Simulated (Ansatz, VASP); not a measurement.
**InP (InP(110)) in two plane-wave programs**

One calculation is typed for both programs; each brings its own data sets and cutoff. How far apart do they land? The structure shown is the end of the VASP relaxation below.

Program: Ansatz 0.2.0. Level of theory: plane waves, with VASP 6.6.1 beside it; single point at PBE and band structure at PBE. Results are calculated unless marked as measured.

### Step 1. The starting structure

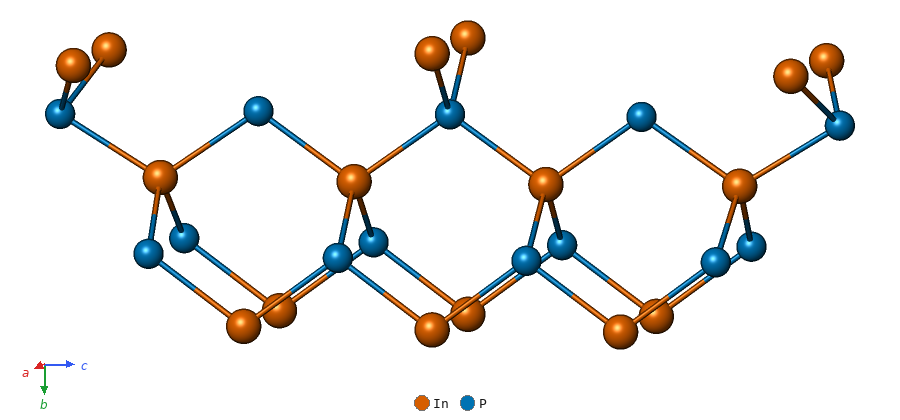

Start, viewed from the side, with the c axis across the page; indium orange, phosphorus blue. Some periodic images of atoms are drawn too.

The cell holds 18 atoms: 9 In and 9 P. Its edges and angles: a = 4.284 Å, b = 6.059 Å, c = 32.864 Å, α = 90.0°, β = 90.0°, γ = 90.0°. It derives from InP. As first built, before any earlier steps moved the atoms: 9 layers, strained by +1 % in the plane. Vacuum lies along c.

### Step 2. VASP: relaxation, PBE

This run makes the geometry at which the two programs are then compared.

Lines of VASP's logs that name or quote its potential files are left out, and so is its time.

INCAR

```
SYSTEM = InP
PREC = Normal
ENCUT = 320
EDIFF = 1E-05
NELM = 120
ISMEAR = 0
SIGMA = 0.03
LREAL = Auto
ALGO = Fast
GGA = PE
NBANDS = 54
LORBIT = 11
LWAVE = .FALSE.
LCHARG = .FALSE.
KPAR = 2
NCORE = 2
IBRION = 2
NSW = 60
ISIF = 2
EDIFFG = -0.03
POTIM = 0.4
MAXMIX = 40
IDIPOL = 3
LDIPOL = .TRUE.
DIPOL = 0.5 0.5 0.5
```

POSCAR

```
InP
1.0
    4.2842012783      0.0000000000      0.0000000000
    0.0000000000      6.0587755518      0.0000000000
    0.0000000000      0.0000000000     32.8637027480
In P
9 9
Direct
    0.0000000000      0.0000000000      0.2434296600
    0.5000000000      0.5000000000      0.3075722500
    0.0000000000      0.0000000000      0.3717148300
    0.5000000000      0.5000000000      0.4358574200
    0.0000000000      0.0000000000      0.5000000000
    0.5000000000      0.5000000000      0.5641425800
    0.0000000000      0.0000000000      0.6282851700
    0.5000000000      0.5000000000      0.6924277500
    0.0000000000      0.0000000000      0.7565703400
    0.0000000000      0.7500000000      0.3075722500
    0.5000000000      0.2500000000      0.2434296600
    0.0000000000      0.7500000000      0.4358574200
    0.5000000000      0.2500000000      0.3717148300
    0.0000000000      0.7500000000      0.5641425800
    0.5000000000      0.2500000000      0.5000000000
    0.0000000000      0.7500000000      0.6924277500
    0.5000000000      0.2500000000      0.6282851700
    0.5000000000      0.2500000000      0.7565703400
```

KPOINTS

```
Automatic mesh
0
Gamma
6 4 1
0 0 0
```

Potentials, in the order of the species: In and P (PBE family, release 64).

Started as:

```
$ mpirun -np 4 vasp_std
```

Numbers of over 12 decimals in the logs are rounded to 6 here.

Log:

```text
[banner, memory and clock lines left out]
running    4 mpi-ranks, on    1 nodes
 distrk:  each k-point on    2 cores,    2 groups
 distr:  one band on    2 cores,    1 groups

 POSCAR found type information on POSCAR InP
 POSCAR found :  2 types and      18 ions
 LDA part: xc-table for (Slater+PW92), standard interpolation
 POSCAR, INCAR and KPOINTS ok, starting setup
 FFT: planning ... GRIDC
 FFT: planning ... GRID_SOFT
 FFT: planning ... GRID
 WAVECAR not read
 entering main loop
       N       E                     dE             d eps       ncg     rms          rms(c)
DAV:   1     0.297103588466E+03    0.29710E+03   -0.17716E+04  1312   0.671E+02
DAV:   2    -0.354084913529E+02   -0.33251E+03   -0.31943E+03  1688   0.144E+02
DAV:   3    -0.746915485592E+02   -0.39283E+02   -0.38804E+02  1592   0.510E+01
DAV:   4    -0.764588299364E+02   -0.17673E+01   -0.17605E+01  1778   0.126E+01
DAV:   5    -0.765175871256E+02   -0.58757E-01   -0.58720E-01  1720   0.214E+00    0.156E+01
RMM:   6    -0.723858225670E+02    0.41318E+01   -0.63683E+00  1296   0.515E+00    0.879E+00
RMM:   7    -0.721187324549E+02    0.26709E+00   -0.61923E+00  1296   0.487E+00    0.301E+00
RMM:   8    -0.719862461155E+02    0.13249E+00   -0.10712E+00  1296   0.264E+00    0.820E-01
RMM:   9    -0.719641801312E+02    0.22066E-01   -0.83194E-02  1337   0.974E-01    0.428E-01
RMM:  10    -0.719685469457E+02   -0.43668E-02   -0.34887E-02  1519   0.474E-01    0.350E-01
RMM:  11    -0.719707797639E+02   -0.22328E-02   -0.16958E-02  1296   0.315E-01    0.234E-01
RMM:  12    -0.719696456761E+02    0.11341E-02   -0.19508E-03  1305   0.145E-01    0.975E-02
RMM:  13    -0.719697911671E+02   -0.14549E-03   -0.82664E-04  1327   0.797E-02    0.440E-02
RMM:  14    -0.719701566826E+02   -0.36552E-03   -0.46828E-04  1317   0.560E-02    0.557E-02
RMM:  15    -0.719702452128E+02   -0.88530E-04   -0.26137E-04  1391   0.349E-02    0.321E-02
RMM:  16    -0.719702884457E+02   -0.43233E-04   -0.30879E-05   982   0.154E-02    0.276E-02
RMM:  17    -0.719704195883E+02   -0.13114E-03   -0.75940E-05  1195   0.201E-02    0.132E-02
RMM:  18    -0.719704259061E+02   -0.63178E-05   -0.17544E-05   906   0.101E-02
   1 F= -.71970426E+02 E0= -.71970426E+02  d E =-.719704E+02
[... from here on, the cycles between the ionic steps are left out ...]
   2 F= -.72293540E+02 E0= -.72293540E+02  d E =-.323114E+00
  16 F= -.73212017E+02 E0= -.73212017E+02  d E =-.196500E-02
  17 F= -.73212608E+02 E0= -.73212608E+02  d E =-.255573E-02
  18 F= -.73212516E+02 E0= -.73212516E+02  d E =-.246330E-02
  19 F= -.73212809E+02 E0= -.73212809E+02  d E =-.275654E-02
  20 F= -.73214252E+02 E0= -.73214252E+02  d E =-.144258E-02
  21 F= -.73215264E+02 E0= -.73215264E+02  d E =-.245449E-02
  22 F= -.73215727E+02 E0= -.73215727E+02  d E =-.291790E-02
  23 F= -.73216384E+02 E0= -.73216384E+02  d E =-.657195E-03
  24 F= -.73216495E+02 E0= -.73216495E+02  d E =-.767868E-03
  25 F= -.73216505E+02 E0= -.73216505E+02  d E =-.778094E-03
 curvature:  -1.54 expect dE=-0.344E-03 dE for cont linesearch -0.195E-06
 trial: gam= 0.51603 g(F)=  0.223E-03 g(S)=  0.000E+00 ort =-0.103E-04 (trialstep = 0.182E+01)
 search vector abs. value=  0.434E-03
 bond charge predicted
       N       E                     dE             d eps       ncg     rms          rms(c)
DAV:   1    -0.732167468431E+02   -0.24421E-03   -0.15075E-02  1308   0.334E-01    0.160E-01
RMM:   2    -0.732170281185E+02   -0.28128E-03   -0.20891E-03  1296   0.132E-01    0.198E-01
RMM:   3    -0.732166617149E+02    0.36640E-03   -0.65941E-04  1296   0.732E-02    0.112E-01
RMM:   4    -0.732167056064E+02   -0.43891E-04   -0.10552E-04  1291   0.310E-02    0.143E-01
RMM:   5    -0.732167783254E+02   -0.72719E-04   -0.17491E-05   903   0.146E-02    0.150E-01
RMM:   6    -0.732168243416E+02   -0.46016E-04   -0.12986E-05   872   0.100E-02    0.162E-01
RMM:   7    -0.732168217910E+02    0.25506E-05   -0.39362E-06   819   0.670E-03
  26 F= -.73216822E+02 E0= -.73216822E+02  d E =-.316755E-03
 ZBRENT: can't locate minimum, use default step
 trial-energy change:   -0.000317  1 .order   -0.000347   -0.000397   -0.000298
 step:   7.2755(harm=  7.3299)  dis= 0.01164  next Energy=   -73.217304 (dE=-0.799E-03)
 reached required accuracy - stopping structural energy minimisation
```

Parts of OUTCAR (step 2):

```text
ion  position               nearest neighbor table
   1  0.000  0.000  0.243-  10 2.60  11 2.62  11 2.62
   2  0.500  0.500  0.308-  13 2.60  11 2.60  10 2.62  10 2.62
   3  0.000  0.000  0.372-  10 2.60  12 2.60  13 2.62  13 2.62
   4  0.500  0.500  0.436-  15 2.60  13 2.60  12 2.62  12 2.62
   5  0.000  0.000  0.500-  12 2.60  14 2.60  15 2.62  15 2.62
   6  0.500  0.500  0.564-  15 2.60  17 2.60  14 2.62  14 2.62
   7  0.000  0.000  0.628-  16 2.60  14 2.60  17 2.62  17 2.62
   8  0.500  0.500  0.692-  17 2.60  18 2.60  16 2.62  16 2.62
   9  0.000  0.000  0.757-  16 2.60  18 2.62  18 2.62
  10  0.000  0.750  0.308-   3 2.60   1 2.60   2 2.62   2 2.62
  11  0.500  0.250  0.243-   2 2.60   1 2.62   1 2.62
  12  0.000  0.750  0.436-   5 2.60   3 2.60   4 2.62   4 2.62
  13  0.500  0.250  0.372-   2 2.60   4 2.60   3 2.62   3 2.62
  14  0.000  0.750  0.564-   5 2.60   7 2.60   6 2.62   6 2.62
  15  0.500  0.250  0.500-   4 2.60   6 2.60   5 2.62   5 2.62
  16  0.000  0.750  0.692-   7 2.60   9 2.60   8 2.62   8 2.62
  17  0.500  0.250  0.628-   8 2.60   6 2.60   7 2.62   7 2.62
  18  0.500  0.250  0.757-   8 2.60   9 2.62   9 2.62

  LATTYP: Found a simple orthorhombic cell.
 ALAT       =     4.2842012783
 B/A-ratio  =     1.4142135624
 C/A-ratio  =     7.6709054064

 Subroutine GETGRP returns: Found  4 space group operations
 (whereof  4 operations were pure point group operations)

The static configuration has the point symmetry C_2v.

 Found     12 irreducible k-points:

   k-points           NKPTS =     12   k-points in BZ     NKDIM =     12   number of bands    NBANDS=     54

   dimension x,y,z NGX =    20 NGY =   28 NGZ =  144
   dimension x,y,z NGXF=    40 NGYF=   56 NGZF=  288

   ENCUT  =  320.0 eV  23.52 Ry    4.85 a.u.   6.25  8.84 47.93*2*pi/ulx,y,z

   NELECT =      72.0000    total number of electrons

 k-points in reciprocal lattice and weights: Automatic mesh
   0.00000000  0.00000000  0.00000000       0.042
   0.16666667  0.00000000  0.00000000       0.083
   0.33333333  0.00000000  0.00000000       0.083
   0.50000000  0.00000000  0.00000000       0.042
   0.00000000  0.25000000  0.00000000       0.083
   0.16666667  0.25000000  0.00000000       0.167
   0.33333333  0.25000000  0.00000000       0.167
   0.50000000  0.25000000  0.00000000       0.083
   0.00000000  0.50000000  0.00000000       0.042
   0.16666667  0.50000000  0.00000000       0.083
   0.33333333  0.50000000  0.00000000       0.083
   0.50000000  0.50000000  0.00000000       0.042

 dipolmoment           0.000000      0.000000      0.000000 electrons x Angstroem

 average (electrostatic) potential at core
       1 -42.6397       2 -42.4040       3 -42.4540       4 -42.4469       5 -42.4472
       6 -42.4469       7 -42.4540       8 -42.4040       9 -42.6397      10 -88.2716
      11 -87.9805      12 -88.2398      13 -88.2073      14 -88.2398      15 -88.2326
      16 -88.2716      17 -88.2073      18 -87.9805

 E-fermi :  -0.3045

 k-point     1 :       0.0000    0.0000    0.0000
  band No.  band energies     occupation
    ...
     32      -0.6836      2.00000
     33      -0.5691      2.00000
     34      -0.5415      2.00000
     35      -0.5222      2.00000
     36      -0.4515      2.00000
     37       0.3256      0.00000
     38       0.9517      0.00000
     39       1.4182      0.00000
     40       1.5067      0.00000
     41       1.6101      0.00000
    ...

 k-point     2 :       0.1667    0.0000    0.0000
  band No.  band energies     occupation
    ...
     32      -1.3124      2.00000
     33      -1.0822      2.00000
     34      -1.0236      2.00000
     35      -0.8095      2.00000
     36      -0.6084      2.00000
     37       1.3111      0.00000
     38       1.6856      0.00000
     39       1.8375      0.00000
     40       2.0686      0.00000
     41       2.1389      0.00000
    ...

 k-point     3 :       0.3333    0.0000    0.0000
  band No.  band energies     occupation
    ...
     32      -1.7453      2.00000
     33      -1.6291      2.00000
     34      -1.3581      2.00000
     35      -1.0734      2.00000
     36      -0.8325      2.00000
     37       1.3106      0.00000
     38       1.3896      0.00000
     39       1.9333      0.00000
     40       2.0095      0.00000
     41       2.1137      0.00000
    ...

  Total       -5.7470294     -3.4254385     -0.5227633      0.0000000      0.0000000      0.0000000
  in kB      -10.7940090     -6.4336218     -0.9818483      0.0000000      0.0000000      0.0000000
  external PRESSURE =      -6.0698264 kB  Pullay stress =       0.0000000 kB

  energy-cutoff  :      320.00
  volume of cell :      853.04
      direct lattice vectors                 reciprocal lattice vectors
     4.284201278  0.000000000  0.000000000     0.233415737  0.000000000  0.000000000
     0.000000000  6.058775552  0.000000000     0.000000000  0.165049851  0.000000000
     0.000000000  0.000000000 32.863702748     0.000000000  0.000000000  0.030428708

 POSITION                                       TOTAL-FORCE (eV/Angst)
 -----------------------------------------------------------------------------------
      4.28420      0.34733      8.45658        -0.000000     -0.000497      0.002635
      2.14210      2.95183      9.99248        -0.000000      0.011387      0.012944
      0.00000      6.01040     12.24253        -0.000000      0.007286      0.009377
      2.14210      2.97756     14.30028         0.000000     -0.001707     -0.007506
      0.00000      6.02703     16.43185        -0.000000     -0.002254      0.000000
      2.14210      2.97756     18.56343         0.000000     -0.001707      0.007506
      0.00000      6.01040     20.62118        -0.000000      0.007286     -0.009377
      2.14210      2.95183     22.87123        -0.000000      0.011387     -0.012944
      4.28420      0.34733     24.40712        -0.000000     -0.000497     -0.002635
      0.00000      4.45124     10.12691        -0.000000     -0.008374     -0.000634
      2.14210      1.58957      7.76550        -0.000000      0.014253      0.026010
      0.00000      4.48024     14.33558         0.000000     -0.001145     -0.010290
      2.14210      1.46440     12.17409        -0.000000     -0.009962      0.008346
      0.00000      4.48024     18.52813         0.000000     -0.001145      0.010290
      2.14210      1.47150     16.43185        -0.000000     -0.020225      0.000000
      0.00000      4.45124     22.73679        -0.000000     -0.008374      0.000634
      2.14210      1.46440     20.68961        -0.000000     -0.009962     -0.008346
      2.14210      1.58957     25.09821        -0.000000      0.014253     -0.026010
 -----------------------------------------------------------------------------------
    total drift:                                0.000000      0.002398      0.000002

  FREE ENERGIE OF THE ION-ELECTRON SYSTEM (eV)
  ---------------------------------------------------
  free  energy   TOTEN  =       -73.2168217910 eV

  energy  without entropy=      -73.2168217910  energy(sigma->0) =      -73.21682179

 reached required accuracy - stopping structural energy minimisation

 vacuum level on the upper side and lower side of the slab         4.452         4.452

 total charge
# of ion       s       p       d       tot
------------------------------------------
    1        1.253   1.165   0.164   2.582
    2        1.176   1.319   0.205   2.701
    3        1.178   1.325   0.204   2.707
    4        1.178   1.323   0.205   2.706
    5        1.178   1.329   0.206   2.713
    6        1.178   1.323   0.205   2.706
    7        1.178   1.325   0.204   2.707
    8        1.176   1.319   0.205   2.701
    9        1.253   1.165   0.164   2.582
   10        1.043   1.449   0.000   2.493
   11        1.085   1.370   0.000   2.455
   12        1.040   1.453   0.000   2.493
   13        1.042   1.445   0.000   2.487
   14        1.040   1.453   0.000   2.493
   15        1.041   1.452   0.000   2.492
   16        1.043   1.449   0.000   2.493
   17        1.042   1.445   0.000   2.487
   18        1.085   1.370   0.000   2.455
--------------------------------------------------
tot         20.208  24.480   1.763  46.452

[... 3 further parts left out ...]
```

CONTCAR:

```
InP
   1.00000000000000
     4.2842012783000003    0.0000000000000000    0.0000000000000000
     0.0000000000000000    6.0587755518000002    0.0000000000000000
     0.0000000000000000    0.0000000000000000   32.8637027480000015
  In              P
     9     9
Direct
     1.0000000000000000    0.0573259628707415    0.2573229050767216
     0.5000000000000000    0.4871995496082923    0.3040581189013077
     0.0000000000000000    0.9920156549501525    0.3725242605715680
     0.5000000000000000    0.4914455226438739    0.4351389376661139
     0.0000000000000000    0.9947601722899037    0.5000000000000000
     0.5000000000000000    0.4914455226438739    0.5648610623338861
     0.0000000000000000    0.9920156549501525    0.6274757394284319
     0.5000000000000000    0.4871995496082923    0.6959418810986924
     1.0000000000000000    0.0573259628707415    0.7426770949232785
     0.0000000000000000    0.7346772938618996    0.3081487243064600
     0.5000000000000000    0.2623586077316375    0.2362940514901160
     0.0000000000000000    0.7394621723471713    0.4362130471953196
     0.5000000000000000    0.2416993182016283    0.3704419390208781
     0.0000000000000000    0.7394621723471713    0.5637869528046805
     0.5000000000000000    0.2428716632793028    0.5000000000000000
     0.0000000000000000    0.7346772938618996    0.6918512756935403
     0.5000000000000000    0.2416993182016283    0.6295580609791221
     0.5000000000000000    0.2623586077316375    0.7637059485098840
```

(Continued in part 2 of 3.)

[Lines on the potential files, build, host, timing and source positions are cut from VASP's logs without a mark.]

[Logs are printed without paths, hosts, clocks, repeated set-up lines and the standing remarks that a program may print on its own settings, such as how far it seeks lower states.]

[Hosts, paths, dates, database ids (printed as entryN), source tags and the programs' standing remarks are cut or masked in the printed files.]
